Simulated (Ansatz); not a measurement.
Single-point calculation, with input and output: CaF2 (part 1 of 2)

- system: CaF2 (slab, 36 atoms in the cell)
- method: DFT PBE, scalar-relativistic, plane waves, PAW, no spin polarisation (Ansatz 0.2.0)

The structure derives from an entry of the Crystallography Open Database. It belongs to a series of runs on one base structure; here: the slab at its places in the relaxed adsorbed structure. Figures and captions count atoms from 1; the log counts them from 0 in places.

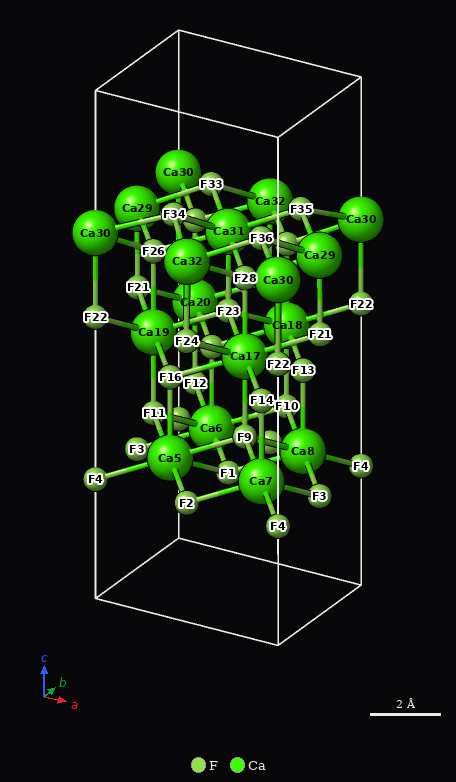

*The structure (ball-and-stick view of the cell of the calculation, with the vacuum cut short, seen slightly off an axis; atoms are numbered from 1 in the order of the input). An atom can appear more than once, as a periodic image.*

Near neighbours in the periodic cell (some may lie outside the picture): F has 3 Ca at 2.35 to 2.46 Å; Ca has 7 F at 2.33 to 2.49 Å; F has 4 Ca at 2.32 to 2.49 Å; Ca has 8 F at 2.32 to 2.41 Å.

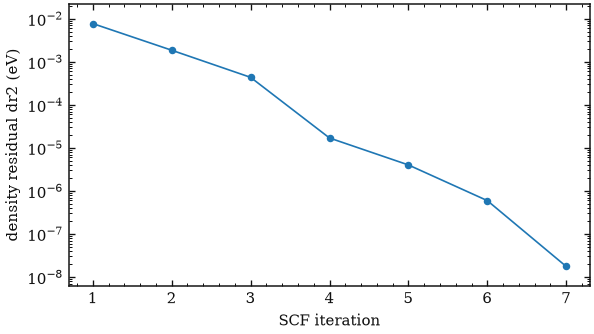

*Convergence of the self-consistent field: density residual dr2 against the SCF iteration.*

The residual falls at every step.

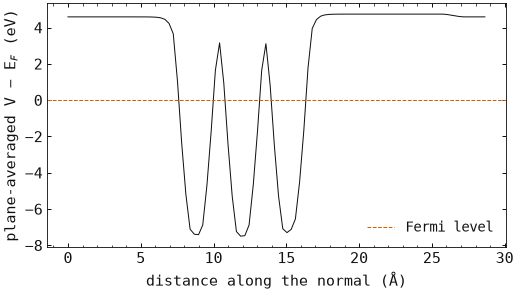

*Plane average of the electrostatic potential energy of an electron across the cell, from the Fermi level.*

The vacuum level lies 4.74 eV above the Fermi level on the upper side and 4.59 eV on the lower.

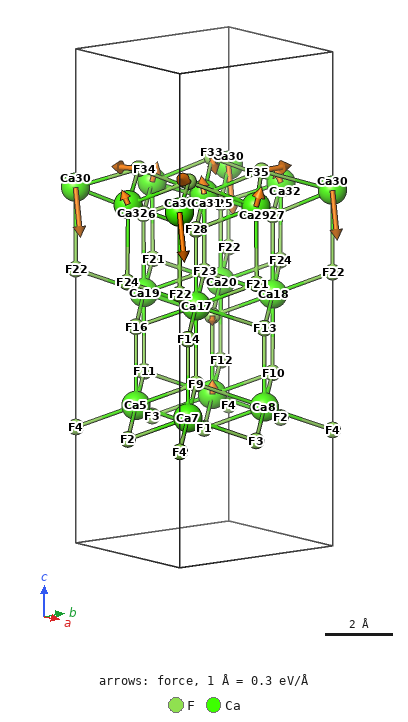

*Forces on the atoms as orange arrows (ball-and-stick view of the cell of the calculation, with the vacuum cut short, seen slightly off an axis; atoms are numbered from 1 in the order of the input); the smallest are left out.*

The largest act on Ca30 (0.46 eV/Å); F36 (0.33 eV/Å); F35 (0.32 eV/Å); F34 (0.31 eV/Å), among others. The geometry is not a stationary point of this energy.

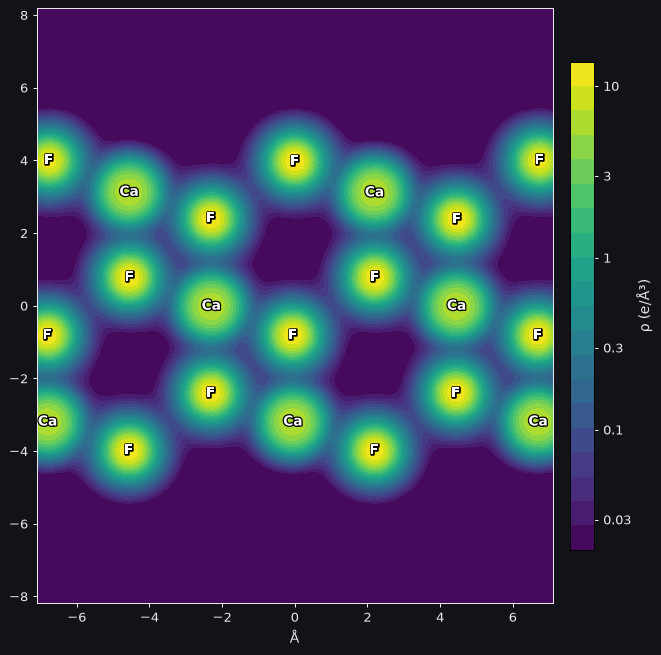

*Valence pseudo-density on the (110) plane of the calculation cell, a cut from vacuum to vacuum.*

Atoms in the plane: F and Ca. Ca–F (2.33 Å): ρ at the midpoint is about 0.24 e/Å³. Ca–F (2.36 Å): the density is about 0.23 e/Å³ at the midpoint. Ca–F (2.40 Å): ρ at the midpoint is about 0.21 e/Å³. The density dies away to nearly zero in the vacuum. The fields are those of the smooth PAW valence density.

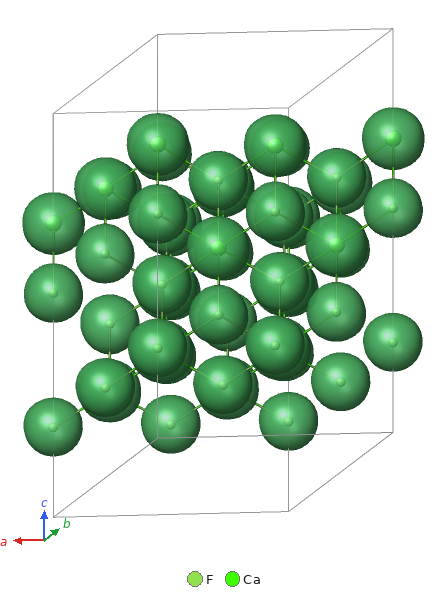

*Isosurface of the valence charge density (pseudo) at 0.3 e/Å³ (green), seen at an oblique angle. Sticks mark near contacts.*

At this value the density breaks into separate islands; it holds about 85 % of the electrons treated as valence (semicore included). It is pinched off along the Ca–F (2.32 Å), Ca–F (2.36 Å), Ca–F (2.40 Å) and Ca–F (2.44 Å) contacts. On the grid the lowest density along these lines, outside the cores, is 0.25 e/Å³ (Ca–F, 2.32 Å), 0.23 e/Å³ (Ca–F, 2.36 Å), 0.2 e/Å³ (Ca–F, 2.40 Å) and 0.19 e/Å³ (Ca–F, 2.44 Å).

The input that produced these results follows, with the program's output.

## Input file
```yaml
crystal:
  lattice:
    - [7.7929342729, 0.0, 0.0]
    - [-3.8964671365, 6.7488790504, 0.0]
    - [0.0, 0.0, 28.9328302365]
  atoms:
    - { symbol: F, position: [0.5, 0.5, 0.2765025037] }
    - { symbol: F, position: [0.5, 0.0, 0.2765025037] }
    - { symbol: F, position: [0.0, 0.5, 0.2765025037] }
    - { symbol: F, position: [0.0, 0.0, 0.2765025037] }
    - { symbol: Ca, position: [0.3333333333, 0.1666666667, 0.3039924871] }
    - { symbol: Ca, position: [0.3333333333, 0.6666666667, 0.3039924871] }
    - { symbol: Ca, position: [0.8333333333, 0.1666666667, 0.3039924871] }
    - { symbol: Ca, position: [0.8333333333, 0.6666666667, 0.3039924871] }
    - { symbol: F, position: [0.6666666667, 0.3333333333, 0.3314824705] }
    - { symbol: F, position: [0.6666666667, 0.8333333333, 0.3314824705] }
    - { symbol: F, position: [0.1666666667, 0.3333333333, 0.3314824705] }
    - { symbol: F, position: [0.1666666667, 0.8333333333, 0.3314824705] }
    - { symbol: F, position: [0.8333333333, 0.6666666667, 0.3864624374] }
    - { symbol: F, position: [0.8333333333, 0.1666666667, 0.3864624374] }
    - { symbol: F, position: [0.3333333333, 0.6666666667, 0.3864624374] }
    - { symbol: F, position: [0.3333333333, 0.1666666667, 0.3864624374] }
    - { symbol: Ca, position: [0.6666280024, 0.3334469102, 0.4131774637] }
    - { symbol: Ca, position: [0.6679976198, 0.8340118715, 0.4141081964] }
    - { symbol: Ca, position: [0.1660054959, 0.3316985711, 0.4141007109] }
    - { symbol: Ca, position: [0.1659447128, 0.8343229086, 0.4141013919] }
    - { symbol: F, position: [0.0027524015, 0.501368608, 0.441344718] }
    - { symbol: F, position: [-0.0006671189, -0.000296871, 0.4419315023] }
    - { symbol: F, position: [0.4988240845, 0.5017088087, 0.4413221027] }
    - { symbol: F, position: [0.4988664464, -0.0026236347, 0.4414048594] }
    - { symbol: F, position: [0.1657776894, 0.8359394686, 0.4968925197] }
    - { symbol: F, position: [0.1659525165, 0.3298294471, 0.4968345326] }
    - { symbol: F, position: [0.6687702871, 0.8342258783, 0.4971176797] }
    - { symbol: F, position: [0.6657310762, 0.333478857, 0.4932810777] }
    - { symbol: Ca, position: [-0.0007989713, 0.4996308785, 0.5219694357] }
    - { symbol: Ca, position: [-0.0016443189, -0.000405841, 0.5278245406] }
    - { symbol: Ca, position: [0.5008613423, 0.4991350671, 0.5223698526] }
    - { symbol: Ca, position: [0.5007795402, 0.0018710337, 0.5225030765] }
    - { symbol: F, position: [0.3312588518, 0.6651645954, 0.5524704495] }
    - { symbol: F, position: [0.3479010308, 0.1741504351, 0.5524026601] }
    - { symbol: F, position: [0.827452924, 0.6524726356, 0.5516167972] }
    - { symbol: F, position: [0.8273271784, 0.1753229594, 0.551222805] }
basis:
  ecutwfc: 420
kpoints:
  mp_grid: { grid: [2, 2, 1] }
hamiltonian:
  xc: pbe
scf:
  occupations: { method: gaussian, width: 0.05 }
output:
  forces: true
  eigenvalues: true
  write_density: true
  volumetric_format: npy
efield:
  axis: 3
  dipole_correction: true
  ramp_width: 0.04
```

Launched with:
```bash
ansatz run input.yaml --threads 4 --pin off --max-ram 10240MiB --backend cpu --events-out ev --progress --plain --runs-dir out
```

## Output
```
Engine: ansatz 0.2.0, aarch64-unknown-linux-gnu
Pseudopotentials: kind: paw
Pseudopotential: F, paw, valence charge 7, recommended cutoff 420 eV (normal), F.paw.azcp
Pseudopotential: Ca, paw, valence charge 10, recommended cutoff 420 eV (normal), Ca.paw.azcp
Functional definition: PBE
  parameter kappa = 0.804
  parameter beta = 0.06672455060314922
  exchange = pbe_x(kappa = kappa, mu = beta*pi^2/3)
  correlation = pbe_c(beta = beta)
Crystal: 36 atoms, lattice volume = 1521.681 Å³
Basis set: ecut = 420 eV, 29647 PW (Γ), exchange–correlation on 108×108×400 points (8 copies of the dense FFT grid, shifted against one another)
Bands: 180, of which v1, the nominal top of the filled ones, is band 144 counted from 1 (143 counted from 0)
Symmetry: 1 space group operations
Space group: P1 (ITA 1), of the structure as read, at distance tolerance 1.2e-4 Å
k-points: 4
Non-local potential: F, projectors of the file, l = 0: 2, l = 1: 2, l = 2: 1
Non-local potential: Ca, projectors of the file, l = 0: 3, l = 1: 2, l = 2: 2
PAW form: soft (Blöchl's): semilocal exchange-correlation on the pseudo side does not see the compensation charge
PAW one-centre angular grid: F, 110 points (default); XC on 64 Gauss nodes
PAW one-centre angular grid: Ca, 110 points (default); XC on 64 Gauss nodes
Initial density: superposition of atomic densities (neutral atoms: chi_scale 0, normalization atom), corrected by the library's trained network
Initial wavefunctions: pseudopotential atomic-orbital guess
Functional: x = pbe(κ = 0.804, μ = 0.2195149727645171), c = pbe(β = 0.06672455060314922)
SCF iter   1: F=—  HF=-41275.191790 eV  |F-HF|=—  |Δ(HF+E_count)|=         —  Δρ=5.74e-4  dr2=7.74e-3  ethr=1.77e-3  p=-0.030 e·Å  D=-3.56e-3 V/Å  ΔV_dip=0.10 eV  dr2_dipole=4.43e-5  V_vac-E_F(+/−)=4.64/4.54 eV  ⟨swp⟩=13.2  Hψ=4326  notcnv=0  defer=38
efield: sawtooth ramp at fractional position 0.8945 (placed from the atoms, in the widest stretch of the axis that holds none; the zero of the levels goes with the place), width 0.0400; the density the first Hamiltonian is built on has a dipole p = -0.030 e·Å; the dipole correction subtracts the counter field D = -3.56e-3 V/Å, which shifts the + side's vacuum level by +0.10 eV against the − side's; the planar-averaged density in the ramp window peaks in size at 3.0e-7 e/Å³
preconditioner: auto → Resta (q_TF=auto, 2.067 Å⁻¹)  ε∞=1.8  [insulator: Δε(μ)=6.427 eV  Ē_g=17.470 eV  σ=0.050 eV  W_gap=1.00  n_scr=240 (ndim 8)  ℏωp=15.5 eV  f_vac=0.656  D(μ)=0.00/eV (n_scr^D=0)  ε∞_Penn≈1.8  vacuum switching on, ρ_ref=2.2e-2 e/Å³]
SCF iter   2: F=—  HF=-41275.195781 eV  |F-HF|=—  |Δ(HF+E_count)|=   3.99e-3  Δρ=3.86e-4  dr2=1.86e-3  ethr=2.69e-6  p=-0.039 e·Å  D=-4.61e-3 V/Å  ΔV_dip=0.13 eV  dr2_dipole=5.16e-6  V_vac-E_F(+/−)=4.69/4.56 eV  ⟨swp⟩=2.2  Hψ=1450  notcnv=0  defer=85
SCF iter   3: F=—  HF=-41275.196371 eV  |F-HF|=—  |Δ(HF+E_count)|=   5.90e-4  Δρ=1.77e-4  dr2=4.36e-4  ethr=6.45e-7  p=-0.042 e·Å  D=-5.01e-3 V/Å  ΔV_dip=0.14 eV  dr2_dipole=6.80e-7  V_vac-E_F(+/−)=4.72/4.57 eV  ⟨swp⟩=2.0  Hψ=1076  notcnv=0  defer=85
SCF iter   4: F=—  HF=-41275.196678 eV  |F-HF|=—  |Δ(HF+E_count)|=   3.07e-4  Δρ=3.90e-5  dr2=1.70e-5  ethr=1.51e-7  p=-0.044 e·Å  D=-5.25e-3 V/Å  ΔV_dip=0.15 eV  dr2_dipole=2.86e-9  V_vac-E_F(+/−)=4.73/4.58 eV  ⟨swp⟩=2.5  Hψ=930  notcnv=0  defer=85
SCF iter   5: F=—  HF=-41275.196536 eV  |F-HF|=—  |Δ(HF+E_count)|=   1.42e-4  Δρ=2.12e-5  dr2=4.02e-6  ethr=5.90e-9  p=-0.044 e·Å  D=-5.26e-3 V/Å  ΔV_dip=0.15 eV  dr2_dipole=7.16e-10  V_vac-E_F(+/−)=4.74/4.59 eV  ⟨swp⟩=2.0  Hψ=1203  notcnv=0  defer=88
SCF iter   6: F=—  HF=-41275.196537 eV  |F-HF|=—  |Δ(HF+E_count)|=   6.27e-7  Δρ=8.35e-6  dr2=5.96e-7  ethr=1.39e-9  p=-0.044 e·Å  D=-5.26e-3 V/Å  ΔV_dip=0.15 eV  dr2_dipole=3.58e-12  V_vac-E_F(+/−)=4.74/4.59 eV  ⟨swp⟩=2.0  Hψ=1155  notcnv=0  defer=101
SCF iter   7: F=-41275.196537 eV  HF=-41275.196537 eV  |F-HF|=5.22e-8  |Δ(HF+E_count)|=   4.32e-7  Δρ=1.38e-6  dr2=1.76e-8  ethr=3.47e-11  p=-0.044 e·Å  D=-5.27e-3 V/Å  ΔV_dip=0.15 eV  dr2_dipole=3.38e-11  V_vac-E_F(+/−)=4.74/4.59 eV  ⟨swp⟩=41.2  Hψ=5433  notcnv=0
SCF 1 converged in 7 iterations: F = -41275.196537 eV  dr2 = 1.76e-8
  greatest PAW one-centre occupation: 0.995 electrons in one spin orbital (limit 2), on the Ca atom at site 16 (counted from 0), in its partial waves of l = 0
SCF converged after 7 iterations
Free energy (F): -41275.196537 eV
Harris-Foulkes:  -41275.196537 eV  (|F-HF|=5.22e-8)
Internal energy: -41275.196537 eV  (E = F + TS)
E sigma→0 (E₀):  -41275.196537 eV
Fermi energy:    -0.978553 eV
Dipole field:    D = -0.005264 V/Å  (p = -0.044264 e·Å, saw-weighted, corrected)
Work function:   Φ+ = 4.7382 eV   Φ− = 4.5859 eV
Levels:          The Fermi level and band energies are counted from a zero that moves with the ramp; work functions are not
--- Per-component energies (eV) ---
  E_band       = -4441.426692
  E_kinetic    = 8302.147280
  E_local      = -337994.858485  (includes V_loc(G=0)·N_el)
  E_nonlocal   = 2518.392023
  E_hartree    = 164811.975710
  E_xc         = -3581.233570
  E_vxc        = -4533.009062  (∫ρ·V_xc dr)
  E_paw        = -15111.326840  (= ΣΔE_a)
  E_vpaw       = -2358.064510  (= ΣTr[D̂ρ^β])
  E_aug_tail   = 0.049147  (compensation charges beyond the density's cutoff)
  E_efield     = 0.000116  (sawtooth field / dipole correction)
  E_vefield    = -0.024353  (∫n·V_field dr)
  E_ewald      = 139779.658082
  E_smearing   = -0.000000  (= −TS)
  E_closure    = -0.000000  (closes the sum)
  Σ components = -41275.196537   (vs F -41275.196537, Δ=0.00e0)
```
